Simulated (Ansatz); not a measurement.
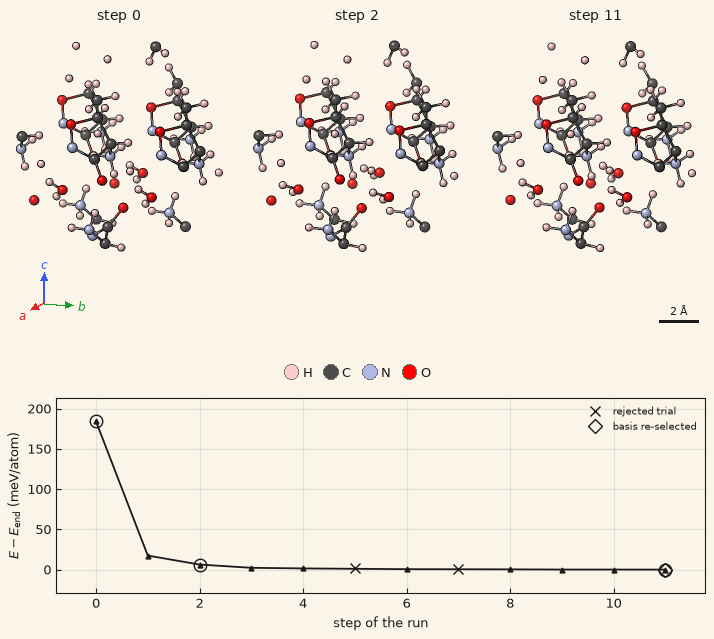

Frames of a relaxation of crystalline H$_{18}$C$_{8}$N$_{4}$O$_{5}$ (set up in C2) (coarse preliminary run), marked on the history of the run. Style: ball-and-stick. Shown: the atoms within 5.8 Å of the atom that moves most (axes of the conventional cell (2 times the calculation's cell) (origin shifted)), slightly off an axis. Lengths and directions refer to the drawn axes.

The calculation used DFT PBE+D3(BJ), scalar-relativistic, plane waves, PAW (Ansatz).

Input file:
```yaml
crystal:
  lattice:
    - [5.1505, -2.44345, 0.0]
    - [5.1505, 2.44345, 0.0]
    - [-0.2213642626, 0.0, 11.5078711265]
  atoms:
    - { symbol: H, position: [0.7906, 0.2966, 0.7698] }
    - { symbol: H, position: [0.7034, 0.2094, 0.2302] }
    - { symbol: H, position: [0.9469, 0.0209, 0.6081] }
    - { symbol: H, position: [0.9791, 0.0531, 0.3919] }
    - { symbol: H, position: [0.1066, 0.1566, 0.9357] }
    - { symbol: H, position: [0.8434, 0.8934, 0.0643] }
    - { symbol: H, position: [0.3695, 0.9315, 0.864] }
    - { symbol: H, position: [0.0685, 0.6305, 0.136] }
    - { symbol: H, position: [0.1924, 0.2564, 0.8303] }
    - { symbol: H, position: [0.7436, 0.8076, 0.1697] }
    - { symbol: H, position: [0.4062, 0.8662, 0.5393] }
    - { symbol: H, position: [0.1338, 0.5938, 0.4607] }
    - { symbol: H, position: [0.51, 0.884, 0.6651] }
    - { symbol: H, position: [0.116, 0.49, 0.3349] }
    - { symbol: H, position: [0.247, 0.183, 0.5995] }
    - { symbol: H, position: [0.817, 0.753, 0.4005] }
    - { symbol: H, position: [0.602, 0.498, 0.0415] }
    - { symbol: H, position: [0.502, 0.398, 0.9585] }
    - { symbol: C, position: [0.9158, 0.8922, 0.82773] }
    - { symbol: C, position: [0.1078, 0.0842, 0.17227] }
    - { symbol: C, position: [0.9698, 0.1034, 0.78026] }
    - { symbol: C, position: [0.8966, 0.0302, 0.21974] }
    - { symbol: C, position: [0.11195, 0.94875, 0.66448] }
    - { symbol: C, position: [0.05125, 0.88805, 0.33552] }
    - { symbol: C, position: [0.3412, 0.968, 0.61227] }
    - { symbol: C, position: [0.032, 0.6588, 0.38773] }
    - { symbol: "N", position: [0.07536, 0.63316, 0.77292] }
    - { symbol: "N", position: [0.36684, 0.92464, 0.22708] }
    - { symbol: "N", position: [0.17113, 0.11513, 0.85975] }
    - { symbol: "N", position: [0.88487, 0.82887, 0.14025] }
    - { symbol: O, position: [0.26027, 0.63321, 0.68695] }
    - { symbol: O, position: [0.36679, 0.73973, 0.31305] }
    - { symbol: O, position: [0.73235, 0.96769, 0.91014] }
    - { symbol: O, position: [0.03231, 0.26765, 0.08986] }
    - { symbol: O, position: [0.4447, 0.5553, 0.0] }
basis:
  ecutwfc: 420
kpoints:
  mp_grid: { grid: [4, 4, 2] }
hamiltonian:
  xc: pbe
  dispersion: d3bj
scf:
  occupations: { method: gaussian, width: 0.1 }
output:
  forces: true
  stress: true
  eigenvalues: true
relax:
  adjacent_minimum: "off"
  f_tol: 0.05
  max_steps: 70
  cell: { stress_tol: 0.5 }
```

Command:
```bash
ansatz run input.yaml --threads 8 --pin off --max-ram 16384MiB --backend cpu --events-out ev --progress --plain --runs-dir out
```

Q: What happens along the run?

A: The energy falls by 184 meV per atom in 8 accepted moves (11 points after the start). The largest force component goes from 9.4 to 0.021 eV/Å. Pressure: 20.10 GPa at the start and −0.01 GPa at the end. The line search rejected the trial steps at points 5, 7 of the run. At 1 point the geometry stayed and the basis and grid were re-selected for the new cell (energy shift of 0.1 meV per atom at most each time). The largest moves relative to the cell, 0.19 Å, are those of H9 and H10. H10 goes roughly along [−1 3 0]. By element the largest moves are H 0.19 Å, C 0.06 Å, O 0.05 Å, N 0.04 Å. The drawn cell changes as follows: a 10.301 → 10.318 Å (+0.2 %), b 4.887 → 4.889 Å (0.0 %), c 11.510 → 11.516 Å (+0.1 %), β 91.1° → 90.8°; the volume changes by +0.3 %. Among the contacts that change: H1–C21 0.921 → 1.096 Å, H11–C25 0.949 → 1.097 Å, H5–N29 0.922 → 1.054 Å, H14–C26 0.965 → 1.098 Å. Bond angles that change, for instance: H6–N30–H10 112.3° → 107.3°, H8–N30–H10 104.7° → 109.5°, H17–O35–H18 106.0° → 102.5°. The space group stays C2 (No. 5). The run took 72 s on 8 threads of Arm Neoverse V1 (shared host), peak memory 1.3 GiB. From step 0 to 2: H atoms move most (0.31 Å), volume +2.5 %, energy −178 meV per atom. From step 2 to 11: H atoms move most (0.18 Å), volume −2.2 %, energy −6.3 meV per atom.

| step | E − E(0), meV/atom | largest force component, eV/Å | pressure, GPa | volume, Å³/atom | note |
| --- | --- | --- | --- | --- | --- |
| 0 | 0.00 | 9.3958 | 20.10 | 8.276 |  |
| 1 | -166.67 | 1.8956 | 4.73 | 8.151 |  |
| 2 | -177.80 | 0.7140 | 0.37 | 8.481 |  |
| 3 | -181.87 | 0.4582 | 0.68 | 8.333 |  |
| 4 | -182.63 | 0.3804 | -0.29 | 8.430 |  |
| 5 | -182.59 | 0.4054 | -0.01 | 8.356 | rejected |
| 6 | -183.57 | 0.1127 | -0.05 | 8.360 |  |
| 7 | -183.55 | 0.4993 | -0.44 | 8.328 | rejected |
| 8 | -183.79 | 0.0639 | -0.04 | 8.333 |  |
| 9 | -184.03 | 0.0766 | 0.08 | 8.279 |  |
| 10 | -184.03 | 0.0206 | 0.03 | 8.297 |  |
| 11 | -184.12 | 0.0206 | -0.01 | 8.297 | same geometry, new basis |
